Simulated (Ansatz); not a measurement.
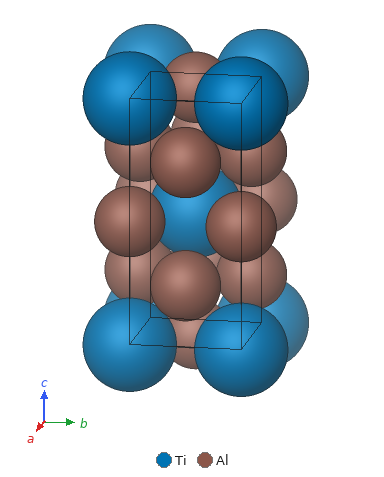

An orthographic space-filling view of the structure, slightly off an axis. Thin lines show the conventional unit cell, with boundary atoms drawn in all their periodic places.

TiAl$_{3}$, space group I4/mmm (No. 139), a = 3.845 Å, b = 3.845 Å, c = 8.623 Å, α = 90.00°, β = 90.00°, γ = 90.00°. Starting structure: a structure listed in the Materials Project. Earlier steps of the study may have refined or changed the cell and positions. Ansatz was used for an electronic-structure calculation on it.

This one geometry was computed with Ansatz (DFT, plane waves, PAW) at three levels of theory: PBE, LDA and r2SCAN.

Which level gives the highest pressure at this volume, and what does that say about its equilibrium volume?

Highest: PBE (0.0 GPa), which points to the largest equilibrium volume. Lowest, with the smallest volume: LDA (-5.4 GPa). Levels within 0.5 GPa of each other can't be told apart.

How does the band gap change with the level of theory?

All levels give a metal.

Collect the results in a table.

| level | cutoff (eV) | k-mesh of the run's cell | gap (eV) | pressure (GPa) |
| --- | --- | --- | --- | --- |
| PBE | 420 | 16×16×16 | metal | 0.0 |
| LDA | 420 | 16×16×16 | metal | -5.4 |
| r2SCAN | 500 | 16×16×16 | metal | -2.0 |

Gaps are taken on the k-mesh or band path of each run.
